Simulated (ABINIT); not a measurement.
## Run report: InP, dielectric calculation (part 3 of 3)

InP (F-43m, 2 atoms in the cell); Kohn-Sham DFT of a periodic cell, LDA, PseudoDojo NC SR LDA v0.4.1 standard, no spin polarisation (ABINIT 10.8.3); cutoff 843.55 eV, 4×4×4 k-mesh, fixed occupations. The structure derives from an entry of the Crystallography Open Database.

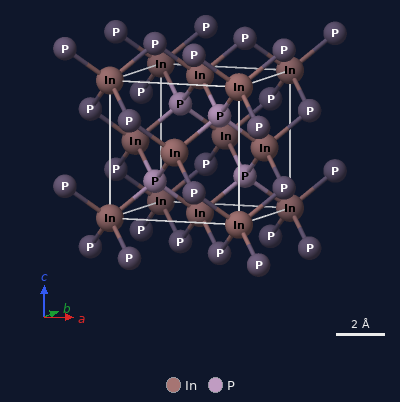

The structure as given in the input (ball-and-stick view of the cell 4 times as large as that of the calculation, set on its symmetry axes, seen slightly off an axis; neighbours outside the cell are drawn fainter).

**Input**
```
# Datasets
ndtset 3

# Pseudopotentials
pp_dirpath "./"
pseudos "In.upf, P.upf"

# Structure
acell 7.83169184 7.83169184 7.83169184
rprim
     0.0000000000     0.7071067812     0.7071067812
     0.7071067812     0.0000000000     0.7071067812
     0.7071067812     0.7071067812     0.0000000000
ntypat 2
znucl 49 15
natom 2
typat 1 2
xred
            0.0            0.0            0.0
            3/4            3/4            3/4

# Plane-wave basis
ecut 31.0

# k points
ngkpt 4 4 4
nshiftk 4
shiftk
     0.5000000000     0.5000000000     0.5000000000
     0.5000000000     0.0000000000     0.0000000000
     0.0000000000     0.5000000000     0.0000000000
     0.0000000000     0.0000000000     0.5000000000

# Exchange and correlation
ixc 7

# Bands and occupations
nband 9
occopt 1

# SCF cycle
nstep 80
diemac 6.0

# Output
prteig 0
prtebands 0
prtwf 0
prtden 0
prtpot 0

# Dataset 1: ground state
kptopt1 1
tolvrs1 1.0e-15
prtwf1 1

# Dataset 2: derivatives of the wave functions by k
iscf2 -3
rfelfd2 2
rfdir2 1 1 1
getwfk2 1
kptopt2 2
nqpt2 1
qpt2 0.0 0.0 0.0
tolwfr2 1.0e-18
prtwf2 1

# Dataset 3: response at q = 0 to electric field
rfelfd3 3
rfdir3 1 1 1
getwfk3 1
getddk3 2
kptopt3 2
nqpt3 1
qpt3 0.0 0.0 0.0
tolvrs3 1.0e-8
```

**File mrgddb.in**
```
merged_DDB
InP
2
runo_DS1_DDB
runo_DS3_DDB
```

**File anaddb.abi**
```
ddb_filepath "merged_DDB"
output_file "anaddb.abo"
outdata_prefix "ana"
asr 1
chneut 1
dipdip 1
dieflag 2
enunit 0
```

Run as:
```bash
abinit run.abi > log 2>&1
mrgddb < mrgddb.in > mrgddb.log 2>&1
anaddb anaddb.abi > anaddb.log 2>&1
```

**Summary**

- outcome: converged
- space group (tolerance 0.01 Å): F-43m (216)
- electrons treated: 18
- free energy: −1992.3850 eV
- Fermi energy: 4.106 eV
- pressure: −1.90 GPa
- largest force (length of the vector): under 0.001 eV/Å
- ε∞ (xx, yy, zz): 12.60, 12.60, 12.60
- Born charges (mean of the diagonal): In1 (2.56 e); P2 (−2.56 e)
- hardware: 1 thread of Arm Neoverse V1, 24 GiB of memory available, shared host
- wall time: 11 min
- peak memory: 0.22 GiB

Points of doubt noted for this run: k mesh coarse for field response.
